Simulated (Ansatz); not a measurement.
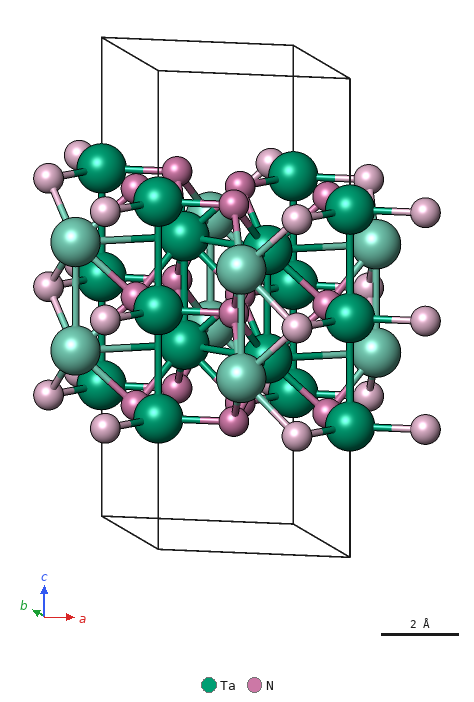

**Figure 1.** The structure as given in the input (ball-and-stick view of the cell of the calculation, with the vacuum cut short, seen slightly off an axis; neighbours outside the cell are drawn fainter). An atom can appear more than once, as a periodic image.

**Geometry relaxation of Ta7N9 (part 1 of 3)**

The run: geometry relaxation of Ta7N9 (slab, 16 atoms in the cell). Method and program: DFT PBEsol, scalar-relativistic, plane waves, PAW, no spin polarisation (Ansatz 0.2.0).

The structure derives from an entry of the Crystallography Open Database. The input holds or restrains some coordinates. Forces given for the steps count only the free coordinates. It belongs to a series of runs on one base structure; here: clean slab, lower half held.

Input
```yaml
crystal:
  lattice:
    - [5.1789208721, 0.0, 0.0]
    - [-2.5894604361, 4.4850770395, 0.0]
    - [0.0, 0.0, 22.7919945411]
  atoms:
    - { symbol: Ta, position: [0.0, 0.0, 0.3729379623] }
    - { symbol: "N", position: [0.0, 0.3933709415, 0.3729379623] }
    - { symbol: "N", position: [0.3933709415, 0.0, 0.3729379623] }
    - { symbol: "N", position: [0.6066290585, 0.6066290585, 0.3729379623] }
    - { symbol: Ta, position: [0.3333333333, 0.6666666667, 0.4364689811] }
    - { symbol: Ta, position: [0.6666666667, 0.3333333333, 0.4364689811] }
    - { symbol: Ta, position: [0.0, 0.0, 0.5] }
    - { symbol: "N", position: [0.0, 0.3933709415, 0.5] }
    - { symbol: "N", position: [0.3933709415, 0.0, 0.5] }
    - { symbol: "N", position: [0.6066290585, 0.6066290585, 0.5] }
    - { symbol: Ta, position: [0.3333333333, 0.6666666667, 0.5635310189] }
    - { symbol: Ta, position: [0.6666666667, 0.3333333333, 0.5635310189] }
    - { symbol: Ta, position: [0.0, 0.0, 0.6270620377] }
    - { symbol: "N", position: [0.0, 0.3933709415, 0.6270620377] }
    - { symbol: "N", position: [0.3933709415, 0.0, 0.6270620377] }
    - { symbol: "N", position: [0.6066290585, 0.6066290585, 0.6270620377] }
basis:
  ecutwfc: 420
kpoints:
  mp_grid: { grid: [6, 6, 1] }
hamiltonian:
  xc: pbesol
scf:
  occupations: { method: gaussian, width: 0.1 }
output:
  forces: true
  eigenvalues: true
  write_density: true
  write_potential: true
  elf: true
  volumetric_format: npy
relax:
  adjacent_minimum: "off"
  f_tol: 0.03
  max_steps: 70
  constraints: [{ sites: [0, 1, 2, 3, 4, 5] }]
efield:
  axis: 3
  dipole_correction: true
  ramp_width: 0.04
```

Run on 2 threads of Intel Xeon @ 2.70GHz, 189 GiB of memory available, shared host.

Launched with:
```bash
ansatz run input.yaml --threads 2 --pin off --max-ram 5120MiB --backend cpu --events-out ev --progress --plain --runs-dir out
```

What the program printed
```
Engine: ansatz 0.2.0, x86_64-unknown-linux-gnu
Pseudopotentials: kind: paw
Pseudopotential: Ta, paw, valence charge 13, recommended cutoff 420 eV (normal), Ta.paw.azcp
Pseudopotential: N, paw, valence charge 5, recommended cutoff 420 eV (normal), N.paw.azcp
Functional definition: PBEsol
  exchange = pbesol_x
  correlation = pbesol_c
Crystal: 16 atoms, lattice volume = 529.409 Å³
Basis set: ecut = 420 eV, 10343 PW (Γ), exchange–correlation on 72×72×320 points (8 copies of the dense FFT grid, shifted against one another)
Bands: 84, of which v1, the nominal top of the filled ones, is band 68 counted from 1 (67 counted from 0)
Symmetry: 6 space group operations
k-points: 7 of 36 (time reversal used)
Non-local potential: Ta, projectors of the file, l = 0: 3, l = 1: 2, l = 2: 2, l = 3: 1
Non-local potential: N, projectors of the file, l = 0: 2, l = 1: 2, l = 2: 1
PAW form: soft (Blöchl's): semilocal exchange-correlation on the pseudo side does not see the compensation charge
PAW frozen core: Ta, regenerated for the run's functional, and the local potential with it (the file was generated under x = pbe(κ = 0.804, μ = 0.2195149727645171), c = pbe(β = 0.06672455060314922))
PAW frozen core: N, regenerated for the run's functional, and the local potential with it (the file was generated under x = pbe(κ = 0.804, μ = 0.2195149727645171), c = pbe(β = 0.06672455060314922))
PAW one-centre angular grid: Ta, 590 points (default); XC on 64 Gauss nodes
PAW one-centre angular grid: N, 110 points (default); XC on 64 Gauss nodes
Initial density: superposition of atomic densities (neutral atoms: chi_scale 0, normalization atom), corrected by the library's trained network
Initial wavefunctions: pseudopotential atomic-orbital guess
Functional: x = pbesol(κ = 0.804, μ = 0.12345679012345678), c = pbesol(β = 0.046)
SCF iter   1: F=—  HF=-72062.187574 eV  |F-HF|=—  |Δ(HF+E_count)|=         —  Δρ=1.36e-2  dr2=2.21e0  ethr=1.77e-3  p=0.000 e·Å  D=4.86e-14 V/Å  ΔV_dip=-0.00 eV  dr2_dipole=6.21e-7  V_vac-E_F(+/−)=5.69/5.69 eV  ⟨swp⟩=8.4  Hψ=3079  notcnv=0  defer=5
efield: sawtooth ramp at fractional position 0.9800 (placed from the atoms, in the widest stretch of the axis that holds none; the zero of the levels goes with the place), width 0.0400; the density the first Hamiltonian is built on has a dipole p = 0.000 e·Å; the dipole correction subtracts the counter field D = 4.86e-14 V/Å, which shifts the + side's vacuum level by -0.00 eV against the − side's; the planar-averaged density in the ramp window peaks in size at 1.5e-5 e/Å³
preconditioner: auto → LDOS  [metal: Δε(μ)=0.057 eV  Ē_g=8.386 eV  σ=0.100 eV  W_gap=0.31  n_scr=92 (ndim 8)  ℏωp=14.4 eV  f_vac=0.601  D(μ)=11.92/eV (n_scr^D=80)  β→1.0]
SCF iter   2: F=—  HF=-72061.953854 eV  |F-HF|=—  |Δ(HF+E_count)|=   2.34e-1  Δρ=5.05e-3  dr2=3.13e-1  ethr=1.62e-3  p=0.000 e·Å  D=3.13e-5 V/Å  ΔV_dip=-0.00 eV  dr2_dipole=1.22e-7  V_vac-E_F(+/−)=5.51/5.51 eV  ⟨swp⟩=2.6  Hψ=957  notcnv=0  defer=47
SCF iter   3: F=—  HF=-72061.949460 eV  |F-HF|=—  |Δ(HF+E_count)|=   4.39e-3  Δρ=2.76e-3  dr2=7.47e-2  ethr=2.30e-4  p=0.000 e·Å  D=1.88e-5 V/Å  ΔV_dip=-0.00 eV  dr2_dipole=4.50e-8  V_vac-E_F(+/−)=5.40/5.40 eV  ⟨swp⟩=2.0  Hψ=831  notcnv=0  defer=52
SCF iter   4: F=—  HF=-72061.940309 eV  |F-HF|=—  |Δ(HF+E_count)|=   9.15e-3  Δρ=5.99e-4  dr2=2.12e-3  ethr=5.50e-5  p=0.000 e·Å  D=9.71e-6 V/Å  ΔV_dip=-0.00 eV  dr2_dipole=1.83e-8  V_vac-E_F(+/−)=5.35/5.35 eV  ⟨swp⟩=2.0  Hψ=794  notcnv=0  defer=52
SCF iter   5: F=—  HF=-72061.940074 eV  |F-HF|=—  |Δ(HF+E_count)|=   2.36e-4  Δρ=1.57e-4  dr2=1.29e-4  ethr=1.56e-6  p=0.000 e·Å  D=5.90e-6 V/Å  ΔV_dip=-0.00 eV  dr2_dipole=3.93e-9  V_vac-E_F(+/−)=5.34/5.34 eV  ⟨swp⟩=2.6  Hψ=993  notcnv=0  defer=52
SCF iter   6: F=-72061.940170 eV  HF=-72061.940144 eV  |F-HF|=2.63e-5  |Δ(HF+E_count)|=   7.04e-5  Δρ=4.30e-5  dr2=5.02e-6  ethr=1.65e-8  p=0.000 e·Å  D=1.76e-6 V/Å  ΔV_dip=-0.00 eV  dr2_dipole=3.90e-10  V_vac-E_F(+/−)=5.34/5.34 eV  ⟨swp⟩=23.0  Hψ=7037  notcnv=0
SCF 1 converged in 6 iterations: F = -72061.940170 eV  dr2 = 5.02e-6
  greatest PAW one-centre occupation: 1.000 electrons in one spin orbital (limit 2), on the Ta atom at site 6 (counted from 0), in its partial waves of l = 0
relax step   1: F+E_penalty+E_count = -72061.94017027 eV  Δ(F+E_penalty+E_count) = +0.000e0 eV  max|allowed force component| = 5.089e0 eV/Å  Δτ_max = 0.0000 Å  (6 SCF iters, dr2 threshold 2.25e-5 eV, accepted)
Initial density: handed on by an earlier stage of this run
Initial wavefunctions: those handed on with the density
iter 1 solved again at ethr=1.18e-3 eV; its pass at ethr=3.10e-3 eV (dr2=1.60e0 eV) is discarded
SCF iter   1: F=—  HF=-72063.971274 eV  |F-HF|=—  |Δ(HF+E_count)|=         —  Δρ=1.56e-2  dr2=1.64e0  ethr=1.18e-3  p=-0.000 e·Å  D=-9.49e-7 V/Å  ΔV_dip=0.00 eV  dr2_dipole=2.66e-2  V_vac-E_F(+/−)=5.18/5.18 eV  ⟨swp⟩=1.9  Hψ=2474  notcnv=0  defer=53
efield: sawtooth ramp at fractional position 0.9800 (handed on by an earlier solve), width 0.0400; the density the first Hamiltonian is built on has a dipole p = -0.000 e·Å; the dipole correction subtracts the counter field D = -9.49e-7 V/Å, which shifts the + side's vacuum level by +0.00 eV against the − side's; the planar-averaged density in the ramp window peaks in size at 7.4e-6 e/Å³
preconditioner: auto → LDOS  [insulator: Δε(μ)=0.149 eV  Ē_g=8.783 eV  σ=0.100 eV  W_gap=0.64  n_scr=92 (ndim 8)  ℏωp=14.4 eV  f_vac=0.611  D(μ)=4.55/eV (n_scr^D=8)  ε∞_Penn≈3.7  β→1.0]
SCF iter   2: F=—  HF=-72063.746965 eV  |F-HF|=—  |Δ(HF+E_count)|=   2.24e-1  Δρ=1.01e-2  dr2=7.20e-1  ethr=1.18e-3  p=0.107 e·Å  D=3.65e-2 V/Å  ΔV_dip=-0.83 eV  dr2_dipole=1.16e-3  V_vac-E_F(+/−)=4.29/5.12 eV  ⟨swp⟩=4.9  Hψ=1299  notcnv=0  defer=53
SCF iter   3: F=—  HF=-72063.529990 eV  |F-HF|=—  |Δ(HF+E_count)|=   2.17e-1  Δρ=1.71e-3  dr2=3.29e-2  ethr=5.30e-4  p=0.028 e·Å  D=9.52e-3 V/Å  ΔV_dip=-0.22 eV  dr2_dipole=4.94e-4  V_vac-E_F(+/−)=4.92/5.14 eV  ⟨swp⟩=3.1  Hψ=1040  notcnv=0  defer=53
SCF iter   4: F=—  HF=-72063.524638 eV  |F-HF|=—  |Δ(HF+E_count)|=   5.35e-3  Δρ=5.96e-4  dr2=3.54e-3  ethr=2.42e-5  p=0.032 e·Å  D=1.10e-2 V/Å  ΔV_dip=-0.25 eV  dr2_dipole=2.88e-6  V_vac-E_F(+/−)=4.87/5.12 eV  ⟨swp⟩=2.7  Hψ=873  notcnv=0  defer=53
SCF iter   5: F=—  HF=-72063.524324 eV  |F-HF|=—  |Δ(HF+E_count)|=   3.14e-4  Δρ=1.70e-4  dr2=2.33e-4  ethr=2.60e-6  p=0.032 e·Å  D=1.09e-2 V/Å  ΔV_dip=-0.25 eV  dr2_dipole=3.44e-5  V_vac-E_F(+/−)=4.88/5.13 eV  ⟨swp⟩=2.0  Hψ=789  notcnv=0  defer=53
SCF iter   6: F=-72063.524325 eV  HF=-72063.524337 eV  |F-HF|=1.25e-5  |Δ(HF+E_count)|=   1.28e-5  Δρ=5.76e-5  dr2=3.08e-5  ethr=7.35e-8  p=0.031 e·Å  D=1.06e-2 V/Å  ΔV_dip=-0.24 eV  dr2_dipole=2.16e-6  V_vac-E_F(+/−)=4.88/5.12 eV  ⟨swp⟩=25.7  Hψ=7656  notcnv=0
SCF 2 converged in 6 iterations: F = -72063.524325 eV  dr2 = 3.08e-5
  greatest PAW one-centre occupation: 1.000 electrons in one spin orbital (limit 2), on the Ta atom at site 12 (counted from 0), in its partial waves of l = 0
relax step   2: F+E_penalty+E_count = -72063.52432452 eV  Δ(F+E_penalty+E_count) = -1.584e0 eV  max|allowed force component| = 1.213e0 eV/Å  Δτ_max = 0.1967 Å  (6 SCF iters, dr2 threshold 1.00e-4 eV, accepted)
SCF iter   1: F=—  HF=-72063.675452 eV  |F-HF|=—  |Δ(HF+E_count)|=         —  Δρ=6.08e-3  dr2=1.16e0  ethr=1.64e-3  p=0.031 e·Å  D=1.06e-2 V/Å  ΔV_dip=-0.24 eV  dr2_dipole=3.08e-1  V_vac-E_F(+/−)=4.87/5.11 eV  ⟨swp⟩=4.7  Hψ=1150  notcnv=0  defer=65
efield: sawtooth ramp at fractional position 0.9800 (handed on by an earlier solve), width 0.0400; the density the first Hamiltonian is built on has a dipole p = 0.031 e·Å; the dipole correction subtracts the counter field D = 1.06e-2 V/Å, which shifts the + side's vacuum level by -0.24 eV against the − side's; the planar-averaged density in the ramp window peaks in size at 4.6e-6 e/Å³
preconditioner: auto → LDOS  [insulator: Δε(μ)=0.116 eV  Ē_g=8.694 eV  σ=0.100 eV  W_gap=0.56  n_scr=92 (ndim 8)  ℏωp=14.4 eV  f_vac=0.607  D(μ)=5.11/eV (n_scr^D=8)  ε∞_Penn≈3.8  β→1.0]
SCF iter   2: F=—  HF=-72063.639934 eV  |F-HF|=—  |Δ(HF+E_count)|=   3.55e-2  Δρ=4.60e-3  dr2=3.42e-1  ethr=8.56e-4  p=0.071 e·Å  D=2.43e-2 V/Å  ΔV_dip=-0.55 eV  dr2_dipole=1.80e-2  V_vac-E_F(+/−)=4.68/5.23 eV  ⟨swp⟩=3.3  Hψ=986  notcnv=0  defer=57
SCF iter   3: F=—  HF=-72063.589635 eV  |F-HF|=—  |Δ(HF+E_count)|=   5.03e-2  Δρ=1.31e-3  dr2=4.06e-2  ethr=2.52e-4  p=0.070 e·Å  D=2.38e-2 V/Å  ΔV_dip=-0.54 eV  dr2_dipole=6.64e-3  V_vac-E_F(+/−)=4.67/5.21 eV  ⟨swp⟩=2.4  Hψ=879  notcnv=0  defer=57
SCF iter   4: F=—  HF=-72063.585289 eV  |F-HF|=—  |Δ(HF+E_count)|=   4.35e-3  Δρ=2.62e-4  dr2=1.81e-3  ethr=2.99e-5  p=0.074 e·Å  D=2.51e-2 V/Å  ΔV_dip=-0.57 eV  dr2_dipole=4.38e-4  V_vac-E_F(+/−)=4.66/5.23 eV  ⟨swp⟩=2.0  Hψ=798  notcnv=0  defer=57
SCF iter   5: F=—  HF=-72063.585126 eV  |F-HF|=—  |Δ(HF+E_count)|=   1.63e-4  Δρ=1.13e-4  dr2=1.51e-4  ethr=1.33e-6  p=0.075 e·Å  D=2.55e-2 V/Å  ΔV_dip=-0.58 eV  dr2_dipole=2.84e-5  V_vac-E_F(+/−)=4.65/5.23 eV  ⟨swp⟩=2.0  Hψ=822  notcnv=0  defer=57
SCF iter   6: F=-72063.585132 eV  HF=-72063.585136 eV  |F-HF|=4.78e-6  |Δ(HF+E_count)|=   1.04e-5  Δρ=3.70e-5  dr2=9.75e-6  ethr=6.76e-8  p=0.075 e·Å  D=2.57e-2 V/Å  ΔV_dip=-0.59 eV  dr2_dipole=8.87e-7  V_vac-E_F(+/−)=4.65/5.24 eV  ⟨swp⟩=25.0  Hψ=7227  notcnv=0
SCF 3 converged in 6 iterations: F = -72063.585132 eV  dr2 = 9.75e-6
relax step   3: F+E_penalty+E_count = -72063.58513162 eV  Δ(F+E_penalty+E_count) = -6.081e-2 eV  max|allowed force component| = 1.307e0 eV/Å  Δτ_max = 0.1277 Å  (6 SCF iters, dr2 threshold 9.20e-5 eV, accepted)
SCF iter   1: F=—  HF=-72063.659214 eV  |F-HF|=—  |Δ(HF+E_count)|=         —  Δρ=2.93e-3  dr2=1.72e-1  ethr=2.02e-3  p=0.075 e·Å  D=2.57e-2 V/Å  ΔV_dip=-0.59 eV  dr2_dipole=4.05e-2  V_vac-E_F(+/−)=4.66/5.24 eV  ⟨swp⟩=2.9  Hψ=893  notcnv=0  defer=54
efield: sawtooth ramp at fractional position 0.9800 (handed on by an earlier solve), width 0.0400; the density the first Hamiltonian is built on has a dipole p = 0.075 e·Å; the dipole correction subtracts the counter field D = 2.57e-2 V/Å, which shifts the + side's vacuum level by -0.59 eV against the − side's; the planar-averaged density in the ramp window peaks in size at 4.4e-6 e/Å³
preconditioner: auto → LDOS  [insulator: Δε(μ)=0.154 eV  Ē_g=8.704 eV  σ=0.100 eV  W_gap=0.68  n_scr=92 (ndim 8)  ℏωp=14.4 eV  f_vac=0.609  D(μ)=4.92/eV (n_scr^D=8)  ε∞_Penn≈3.8  β→1.0]
SCF iter   2: F=—  HF=-72063.666618 eV  |F-HF|=—  |Δ(HF+E_count)|=   7.40e-3  Δρ=3.06e-3  dr2=1.62e-1  ethr=1.27e-4  p=0.054 e·Å  D=1.85e-2 V/Å  ΔV_dip=-0.42 eV  dr2_dipole=1.33e-2  V_vac-E_F(+/−)=4.72/5.14 eV  ⟨swp⟩=2.0  Hψ=941  notcnv=0  defer=55
SCF iter   3: F=—  HF=-72063.645625 eV  |F-HF|=—  |Δ(HF+E_count)|=   2.10e-2  Δρ=5.08e-4  dr2=2.09e-3  ethr=1.19e-4  p=0.060 e·Å  D=2.06e-2 V/Å  ΔV_dip=-0.47 eV  dr2_dipole=1.13e-4  V_vac-E_F(+/−)=4.73/5.20 eV  ⟨swp⟩=2.0  Hψ=716  notcnv=0  defer=55
SCF iter   4: F=—  HF=-72063.644555 eV  |F-HF|=—  |Δ(HF+E_count)|=   1.07e-3  Δρ=1.90e-4  dr2=3.98e-4  ethr=1.54e-6  p=0.059 e·Å  D=2.03e-2 V/Å  ΔV_dip=-0.46 eV  dr2_dipole=1.60e-5  V_vac-E_F(+/−)=4.73/5.19 eV  ⟨swp⟩=3.1  Hψ=1096  notcnv=0  defer=55
SCF iter   5: F=-72063.644500 eV  HF=-72063.644528 eV  |F-HF|=2.78e-5  |Δ(HF+E_count)|=   2.70e-5  Δρ=5.92e-5  dr2=3.66e-5  ethr=7.35e-8  p=0.059 e·Å  D=2.02e-2 V/Å  ΔV_dip=-0.46 eV  dr2_dipole=3.19e-6  V_vac-E_F(+/−)=4.73/5.19 eV  ⟨swp⟩=24.3  Hψ=7274  notcnv=0
SCF 4 converged in 5 iterations: F = -72063.644500 eV  dr2 = 3.66e-5
relax step   4: F+E_penalty+E_count = -72063.64450026 eV  Δ(F+E_penalty+E_count) = -5.937e-2 eV  max|allowed force component| = 1.207e-1 eV/Å  Δτ_max = 0.0712 Å  (5 SCF iters, dr2 threshold 1.00e-4 eV, accepted)
```
